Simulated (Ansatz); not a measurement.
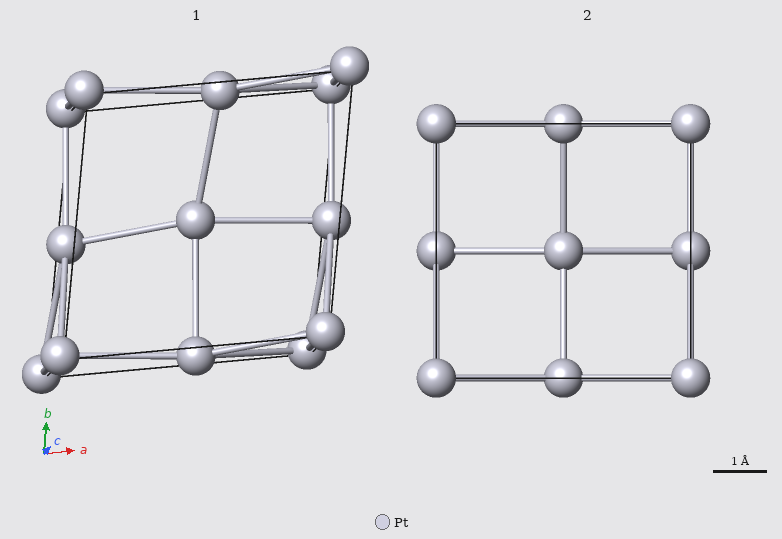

Two geometries of a crystal of Pt (a generated structure, set up in I4_1/amd), drawn at one scale. One is the start of a relaxation, the other its converged end. A ball-and-stick model of the conventional cell (2 times the calculation's cell), seen along the c axis. Lengths and directions refer to the drawn axes.

The calculation used DFT, PBE, plane waves (420 eV) with PAW, scalar-relativistic in Ansatz. Set-up: plane-wave cutoff 420 eV; k-point mesh 13 × 13 × 9; occupations fermi dirac; smearing width 0.1 eV; no spin polarisation; cell and atoms relaxed; force threshold 0.01 eV/Å; at most 60 steps.

Q: Which one is relaxed?

A: Structure 1 is the relaxed one. Phase: beta-Sn type. The largest moves relative to the cell, 0.11 Å, are those of Pt atoms. The drawn cell changes as follows: a = b 4.879 → 5.156 Å (+5.7 %), c 2.664 → 2.727 Å (+2.4 %), α 90.0° → 74.7°, β 90.0° → 74.7°, γ 90.0° → 78.8°; the volume changes by +5.4 %. Among the contacts that change: Pt–Pt 3.153 → 2.719 Å, Pt–Pt 2.529 → 2.719 Å, Pt–Pt 2.529 → 2.630 Å, Pt–Pt 2.664 → 2.727 Å. The space group (tolerance 0.01 Å) goes from I4_1/amd (No. 141) to Cmcm (No. 63). Over 16 accepted moves (19 points after the start) the energy falls by 229 meV per atom. Largest force component: 0.00038 eV/Å at the start, 0.002 eV/Å at the end. Pressure: 20.72 GPa at the start and 0.02 GPa at the end. The SCF was repeated 3 times at an unchanged geometry on a basis and grid sized afresh for the cell, which shifted the energy by 17.2 meV per atom at most. Cost: 5.3 min on 1 thread of Intel(R) Xeon(R) Platinum 8259CL CPU @ 2.50GHz (Skylake/Cascade Lake) (shared host), peak memory 0.7 GiB.
